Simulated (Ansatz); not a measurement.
Take the following structure.

```
CELL_PARAMETERS angstrom
4.48851 0.00000 0.00000
0.00000 4.48851 0.00000
0.00000 0.00000 4.48851
ATOMIC_POSITIONS crystal
Mg 0.00000 0.00000 0.00000
Mg 0.00000 0.50000 0.50000
Mg 0.50000 0.00000 0.50000
Mg 0.50000 0.50000 0.00000
```

### Give a crystallographic description of this input.

The element is magnesium. Its lattice is face-centred cubic, its space group Fm-3m (No. 225). The arrangement is known as face-centred cubic (Cu type). The cell holds four atoms. Each Mg is bonded to twelve Mg in a cuboctahedral arrangement at 3.17 Å. The bonds build a three-dimensional framework.

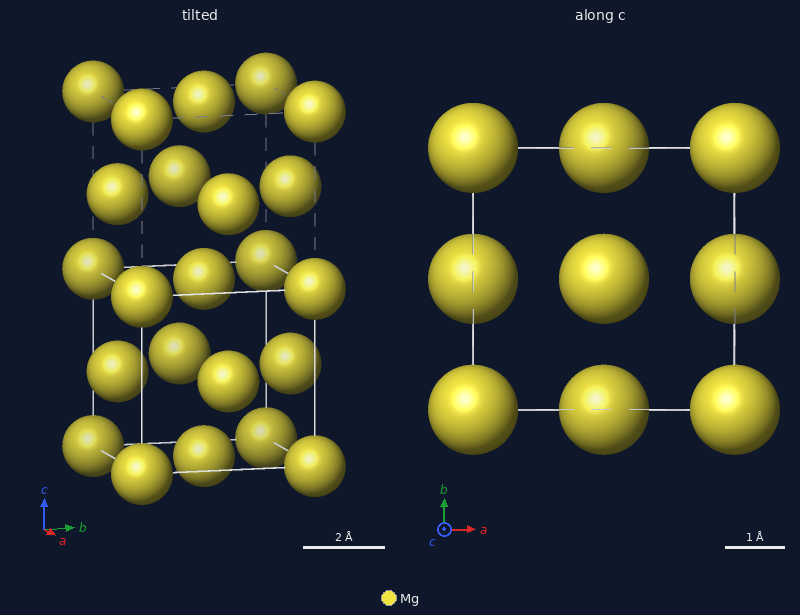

Drawn in the spheres-only manner and seen slightly off an axis and along the c axis. The solid frame is a single conventional unit cell within a 1×1×2 block. Colours: magnesium yellow.

The structure was taken from a structure listed in the Materials Project. Earlier steps of the study may have refined or changed the cell and positions. Ansatz was used for an electronic-structure calculation on it.
